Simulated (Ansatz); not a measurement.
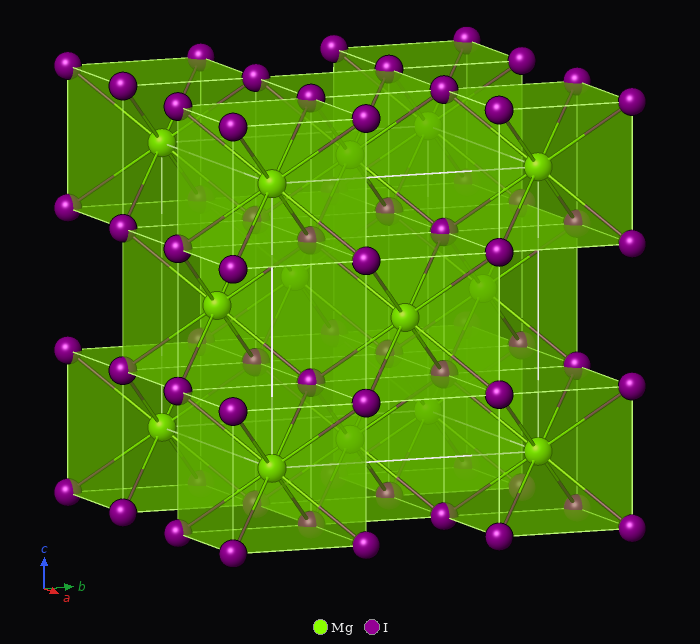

Polyhedra are drawn about Mg (bonds: I–Mg below 3.7 Å); other atoms are plain spheres.

MgI2 (space group Fm-3m, No. 225). Coordinates: the input geometry of an electronic-structure calculation (not necessarily at equilibrium); the starting structure was generated, so it need not be a known form of this composition.

Sharing among the drawn polyhedra:

| site | polyhedron | corner-sharing neighbours | edge-sharing | face-sharing | bond (Å) |
| --- | --- | --- | --- | --- | --- |
| Mg | MgI8 cube | 0 | 12 | 0 | 3.26 |

They form a three-dimensional framework of edge-sharing cubes.
